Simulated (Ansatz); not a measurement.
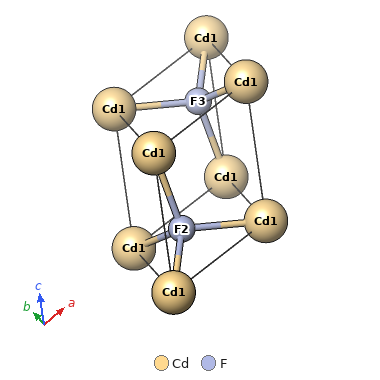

The system is CdF₂ (Fm-3m, No. 225; 3 atoms in the cell); the picture shows the reference structure. The energy is mapped over volume and the cell's shape. Coordinates scanned: (1) volume per atom; (2) c/a of the conventional cell. Nothing is relaxed (symmetry fixes all fractional coordinates). Grid: 9 × 9 points. Points are written as (first, second). All energies are given in meV/atom relative to the lowest grid point. The calculation used Ansatz, DFT PBEsol, scalar-relativistic, plane waves, PAW. Settings: cutoff 520 eV, k-mesh 8×8×8, gaussian smearing 0.05 eV, no spin polarisation.

Its coordinates:

```xyz
3
Lattice="0.0000 2.6921 2.6921 2.6921 0.0000 2.6921 2.6921 2.6921 0.0000" Properties=species:S:1:pos:R:3 pbc="T T T"
Cd    0.0000    0.0000    0.0000
F     1.3460    1.3460    1.3460
F     4.0381    4.0381    4.0381
```

Range: volume per atom from 10.93 to 15.09 Å³; c/a of the conventional cell from 0.923 to 1.083.

> What landscape does the calculation give?

The lowest grid point is at (13.01 Å³, 1.000). It is the only kind of minimum in the scanned range. The highest grid point, (10.93 Å³, 0.923), lies 176 meV/atom above the lowest. Round the minimum the two coordinates are nearly uncoupled. The gap on the k-mesh is 2.9 eV at the lowest point and runs from 2.2 to 3.6 eV over the map.

```csv
"c/a of the conventional cell ↓, volume per atom →",10.93,11.45,11.97,12.49,13.01,13.53,14.05,14.57,15.09
1.083,175,99,51,27,19,26,44,71,104
1.062,167,91,43,18,11,18,35,62,96
1.041,162,85,38,12,5,11,29,56,89
1.020,159,82,34,9,1,8,26,52,86
1.000,158,81,33,8,0,7,24,51,84
0.980,159,82,34,9,1,8,26,52,86
0.961,162,86,38,12,5,11,29,56,89
0.942,168,92,44,18,11,18,35,62,96
0.923,176,100,52,27,20,26,44,71,104
```

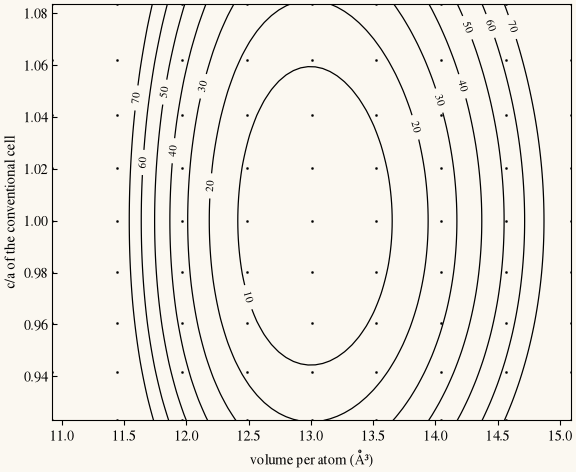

Drawn: contour lines labelled in meV/atom (none above 70), dots at the grid points. Between grid points the surface is interpolated.

Each point was launched as `ansatz run input.yaml --threads 1 --pin off --max-ram 2048MiB --backend cpu --events-out ev --progress --plain --runs-dir out`. Time for the 81 points that were run: 4.2 min on 1 thread of Arm Neoverse V1, on a shared host.
